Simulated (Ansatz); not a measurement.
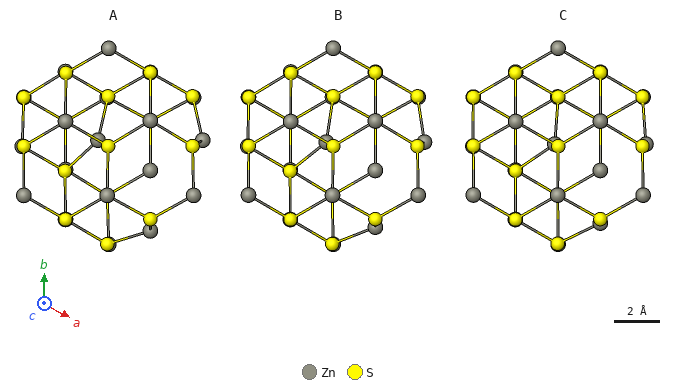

3 geometries from one relaxation of a defect cell of composition Zn₁₆S₁₅ (cell charge +2), in shuffled order. A ball-and-stick model of the atoms within 5.8 Å of the atom that moves most (axes of the cell of the calculation (origin shifted)), seen along the c axis.

Case: S vacancy (site d), charge +2, atoms relaxed at the host's cell.

These are results of Ansatz 0.2.0, DFT PBE, scalar-relativistic, plane waves, PAW, not measurements. Settings: plane-wave cutoff 420 eV; k-point mesh 2 × 2 × 2; occupations gaussian; smearing width 0.01 eV; mesh shifted by (0.5, 0.5, 0.5); no spin polarisation; atoms relaxed in a fixed cell; force threshold 0.025 eV/Å; at most 45 steps.

**Put them in the order of the run, from the start to the converged end.**

C, B, A. They are steps 0, 1, 3, at +0.748 eV per cell of the calculation, +0.195 eV per cell of the calculation relative to the last. The largest moves, 0.38 Å, are those of Zn atoms. Largest moves by element: Zn 0.38 Å, S 0.03 Å. The cell doesn't change. Some distances before and after: S–Zn 2.313 → 2.268 Å, S–Zn 2.343 → 2.313 Å. Among the angles between lasting bonds that change: Zn–S–Zn 105.1° → 96.1°, S–Zn–S 113.5° → 118.9°, Zn–S–Zn 111.5° → 114.3°. The energy falls by 0.748 eV per cell of the calculation in 3 geometry steps. Largest force component: 0.6 eV/Å at the start, 0.0049 eV/Å at the end. Cost: 47 s on 4 threads of Arm Neoverse V2, with other jobs on the host, peak memory 1.3 GiB.

Limits of the set-up: the cell is charged, on a uniform background, and energies carry no finite-size correction.
